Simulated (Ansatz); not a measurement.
# W: a changed input and its effect

System: W (2 atoms in the cell).
Method of the first run: DFT LDA, scalar-relativistic, plane waves, PAW, PAW set soft_1, no spin polarisation (Ansatz 0.2.0).

The structure derives from an entry of the Crystallography Open Database. Text and figures count atoms from 1; the logs count them from 0 in places.

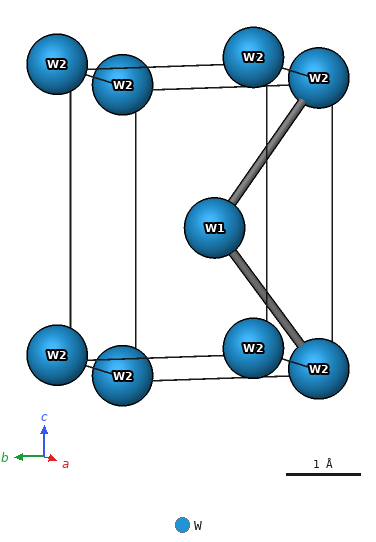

**Figure 1.** The input geometry (ball-and-stick view of the cell of the calculation, seen at an oblique angle; atoms are numbered from 1 in the order of the input). An atom can appear more than once, as a periodic image.

## Input, the first run
```yaml
crystal:
  lattice:
    - [0.0, -1.9864787844, -1.9864787844]
    - [0.0, 1.9864787844, -1.9864787844]
    - [3.9729575688, 0.0, 0.0]
  atoms:
    - { symbol: W, position: [0.5508437345, 0.4491562655, 0.4828842874] }
    - { symbol: W, position: [-0.0508437345, 0.0508437345, 0.0171157126] }
basis:
  ecutwfc: 420
kpoints:
  mp_grid: { grid: [16, 16, 12] }
hamiltonian:
  xc: lda
  pseudopotentials: { kind: paw, azcp: { folder: soft_1 } }
scf:
  occupations: { method: gaussian, width: 0.15 }
output:
  forces: true
  stress: true
  eigenvalues: true
```

Launched with:
```bash
ansatz run input.yaml --threads 2 --pin off --max-ram 4096MiB --backend cpu --events-out ev --progress --plain --runs-dir out
```

Hardware: 2 threads of Arm Neoverse V1, 24 GiB of memory available, shared host.

## Output, shortened to warnings, some set-up lines, iterations and results (the first run)
```
Warning: [file] the record states the generating functional pbe (its physics header spells it `PBE`), which answers neither for hamiltonian.xc's functional nor for the lda family's — results may be inconsistent (PPs are generated against a specific XC)
Basis set: ecut = 420 eV, 633 PW (Γ)
Symmetry: 4 space group operations
k-points: 826 of 3072
Initial density: superposition of atomic densities (chi_scale 0.1, normalization cell)
[...]
SCF iter   1: F=—  HF=-20260.411077 eV  |F-HF|=—  |Δ(HF+E_count)|=         —  Δρ=6.11e-2  dr2=1.06e0  ethr=3.10e-3  ⟨swp⟩=4.9  Hψ=59444  notcnv=0
SCF iter   2: F=—  HF=-20260.131268 eV  |F-HF|=—  |Δ(HF+E_count)|=   2.80e-1  Δρ=3.63e-2  dr2=3.85e-1  ethr=3.10e-3  ⟨swp⟩=2.0  Hψ=24471  notcnv=0  defer=41
SCF iter   3: F=—  HF=-20259.981107 eV  |F-HF|=—  |Δ(HF+E_count)|=   1.50e-1  Δρ=2.49e-3  dr2=3.05e-3  ethr=1.37e-3  ⟨swp⟩=2.1  Hψ=24015  notcnv=0  defer=41
SCF iter   4: F=—  HF=-20259.980635 eV  |F-HF|=—  |Δ(HF+E_count)|=   4.72e-4  Δρ=1.16e-3  dr2=1.10e-3  ethr=1.09e-5  ⟨swp⟩=2.0  Hψ=23801  notcnv=0  defer=41
SCF iter   5: F=—  HF=-20259.980356 eV  |F-HF|=—  |Δ(HF+E_count)|=   2.79e-4  Δρ=4.06e-4  dr2=7.63e-5  ethr=3.92e-6  ⟨swp⟩=2.0  Hψ=19804  notcnv=0  defer=41
SCF iter   6: F=—  HF=-20259.980331 eV  |F-HF|=—  |Δ(HF+E_count)|=   2.45e-5  Δρ=1.16e-4  dr2=6.56e-6  ethr=2.73e-7  ⟨swp⟩=2.0  Hψ=19971  notcnv=0  defer=41
SCF iter   7: F=-20259.980329 eV  HF=-20259.980329 eV  |F-HF|=4.69e-8  |Δ(HF+E_count)|=   1.79e-6  Δρ=1.58e-5  dr2=7.89e-8  ethr=3.57e-10  ⟨swp⟩=3.5  Hψ=64597  notcnv=0
SCF 1 converged in 7 iterations: F = -20259.980329 eV  dr2 = 7.89e-8
SCF converged after 7 iterations
Free energy (F): -20259.980329 eV
Harris-Foulkes:  -20259.980329 eV  (|F-HF|=4.69e-8)
Internal energy: -20259.961647 eV  (E = F + TS)
E sigma→0 (E₀):  -20259.970988 eV
Entropy (-TS):   -0.018682 eV (-9.341 meV/atom)
Fermi energy:    21.946351 eV
--- Per-component energies (eV) ---
  E_band       = -166.826927
  E_kinetic    = 852.044438
  E_local      = -1133.245196  (includes V_loc(G=0)·N_el)
  E_nonlocal   = -38.040125
  E_hartree    = 477.240040
  E_xc         = -533.605634
  E_vxc        = -465.321338  (∫ρ·V_xc dr)
  E_paw        = -16650.220592  (= ΣΔE_a)
  E_vpaw       = -336.741264  (= ΣTr[D̂ρ^β])
  E_aug_tail   = 0.000295  (compensation charges beyond the density's cutoff)
  E_ewald      = -3234.701370
  E_core_change = 0.566499  (= ΣΔE_core)
  E_smearing   = -0.018682  (= −TS)
  E_closure    = 0.000000  (closes the sum)
  Σ components = -20259.980329   (vs F -20259.980329, Δ=0.00e0)
--- Forces (eV/Å), atoms counted from 1 ---
  atom   1  W      1.62760251     1.63263432     0.00000000
  atom   2  W     -1.62760251    -1.63263432     0.00000000
  max |Σ_I F_I| component: 2.22e-16 eV/Å
--- Stress (GPa, compression-positive) ---
       15.790368      -2.207789       0.000000
       -2.207789       6.616552       0.000000
        0.000000       0.000000      15.166443
  P = ⅓ Tr σ = 12.5245 GPa (125.245 kbar)
```

The input of the second run differs as follows (lines with − go, lines with + come):
```diff
-    - { symbol: W, position: [0.5508437345, 0.4491562655, 0.4828842874] }
-    - { symbol: W, position: [-0.0508437345, 0.0508437345, 0.0171157126] }
-basis:
-  ecutwfc: 420
+    - { symbol: W, position: [0.5, 0.5, 0.4863074299] }
+    - { symbol: W, position: [0.0, 0.0, 0.0136925701] }
+  mixing: { preconditioner: kerker }
+  initial_density: { chi_scale: 0.3 }
```

What does this change do to the results?

With the same functional and potentials, the second run lies 161.1 meV per atom lower (other lines of the input change too). The pressure goes from 12.52 to 1.58 GPa. The largest force goes from 2.305 to 1.683 eV/Å. The SCF takes 6 iterations against 7. The irreducible k-points go from 826 to 315. On the same kind of shared host the second run took about 0.27 times as long.

## Output, shortened to warnings, some set-up lines, iterations and results (the second run)
```
Warning: [file] the record states the generating functional pbe (its physics header spells it `PBE`), which answers neither for hamiltonian.xc's functional nor for the lda family's — results may be inconsistent (PPs are generated against a specific XC)
Basis set: ecut = 420 eV, 633 PW (Γ)
Symmetry: 16 space group operations
k-points: 315 of 3072
Initial density: superposition of atomic densities (chi_scale 0.3, normalization cell)
[...]
SCF iter   1: F=—  HF=-20260.678694 eV  |F-HF|=—  |Δ(HF+E_count)|=         —  Δρ=5.50e-2  dr2=8.97e-1  ethr=3.10e-3  ⟨swp⟩=4.9  Hψ=22549  notcnv=0
SCF iter   2: F=—  HF=-20260.423655 eV  |F-HF|=—  |Δ(HF+E_count)|=   2.55e-1  Δρ=3.19e-2  dr2=2.97e-1  ethr=3.10e-3  ⟨swp⟩=2.0  Hψ=9299  notcnv=0  defer=31
SCF iter   3: F=—  HF=-20260.302393 eV  |F-HF|=—  |Δ(HF+E_count)|=   1.21e-1  Δρ=2.30e-3  dr2=9.43e-4  ethr=1.06e-3  ⟨swp⟩=2.9  Hψ=10391  notcnv=0  defer=31
SCF iter   4: F=—  HF=-20260.302441 eV  |F-HF|=—  |Δ(HF+E_count)|=   4.77e-5  Δρ=3.34e-4  dr2=3.08e-5  ethr=3.37e-6  ⟨swp⟩=2.7  Hψ=10132  notcnv=0  defer=31
SCF iter   5: F=—  HF=-20260.302434 eV  |F-HF|=—  |Δ(HF+E_count)|=   6.56e-6  Δρ=6.65e-5  dr2=1.24e-6  ethr=1.10e-7  ⟨swp⟩=2.0  Hψ=7456  notcnv=0  defer=31
SCF iter   6: F=-20260.302434 eV  HF=-20260.302434 eV  |F-HF|=9.65e-9  |Δ(HF+E_count)|=   3.44e-7  Δρ=1.06e-5  dr2=2.91e-8  ethr=3.57e-10  ⟨swp⟩=5.3  Hψ=23413  notcnv=0
SCF 1 converged in 6 iterations: F = -20260.302434 eV  dr2 = 2.91e-8
SCF converged after 6 iterations
Free energy (F): -20260.302434 eV
Harris-Foulkes:  -20260.302434 eV  (|F-HF|=9.65e-9)
Internal energy: -20260.277158 eV  (E = F + TS)
E sigma→0 (E₀):  -20260.289796 eV
Entropy (-TS):   -0.025276 eV (-12.638 meV/atom)
Fermi energy:    21.888950 eV
--- Per-component energies (eV) ---
  E_band       = -167.431456
  E_kinetic    = 848.152141
  E_local      = -1094.259998  (includes V_loc(G=0)·N_el)
  E_nonlocal   = -38.715962
  E_hartree    = 458.686591
  E_xc         = -532.631815
  E_vxc        = -464.110606  (∫ρ·V_xc dr)
  E_paw        = -16649.589404  (= ΣΔE_a)
  E_vpaw       = -335.870208  (= ΣTr[D̂ρ^β])
  E_aug_tail   = 0.000297  (compensation charges beyond the density's cutoff)
  E_ewald      = -3252.485507
  E_core_change = 0.566499  (= ΣΔE_core)
  E_smearing   = -0.025276  (= −TS)
  E_closure    = -0.000000  (closes the sum)
  Σ components = -20260.302434   (vs F -20260.302434, Δ=0.00e0)
--- Forces (eV/Å), atoms counted from 1 ---
  atom   1  W      1.68257646    -0.00000000     0.00000000
  atom   2  W     -1.68257646     0.00000000     0.00000000
  max |Σ_I F_I| component: 2.22e-16 eV/Å
--- Stress (GPa, compression-positive) ---
       -2.388262      -0.000000       0.000000
       -0.000000       3.561909      -0.000000
        0.000000       0.000000       3.561909
  P = ⅓ Tr σ = 1.5785 GPa (15.785 kbar)
```

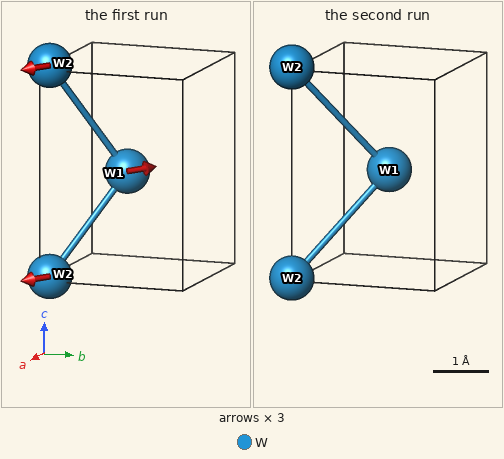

**Figure 2.** The two input geometries at one scale (ball-and-stick view of the cell of the calculation, seen slightly off an axis). The red arrows on the first give the shifts of the atoms relative to the cell, with their mean removed, magnified 3 times. The largest moves, 0.20 Å, are those of W1 and W2. (The mean shift of all atoms is removed.) The cell stays as it was. Among the contacts that change: W1–W2 3.197 → 2.887 Å.

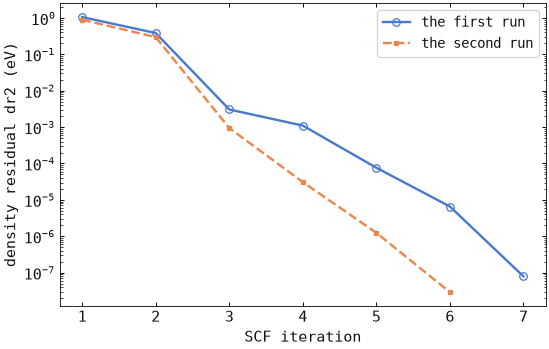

**Figure 3.** Convergence of the two runs: density residual dr2 against the SCF iteration. The first run takes 7 iterations in all, and the second run takes 6.

## The two runs side by side

| quantity | the first run | the second run |
| --- | --- | --- |
| outcome | converged | converged |
| free energy per atom (eV) | −10129.9902 | −10130.1512 |
| energy per atom, smearing taken to zero (eV) | −10129.9855 | −10130.1449 |
| gap on the mesh (eV) | 0.00 | 0.00 |
| pressure (GPa) | 12.52 | 1.58 |
| largest force (eV/Å) | 2.305 | 1.683 |
| SCF iterations | 7 | 6 |
| irreducible k-points | 826 | 315 |
| plane waves at Γ | 633 | 633 |
| wall time (shared host) | 16 s | 4.5 s |

For both runs: Warnings: the PAW datasets were made with another functional. Spin–orbit coupling is left out, which matters for W.
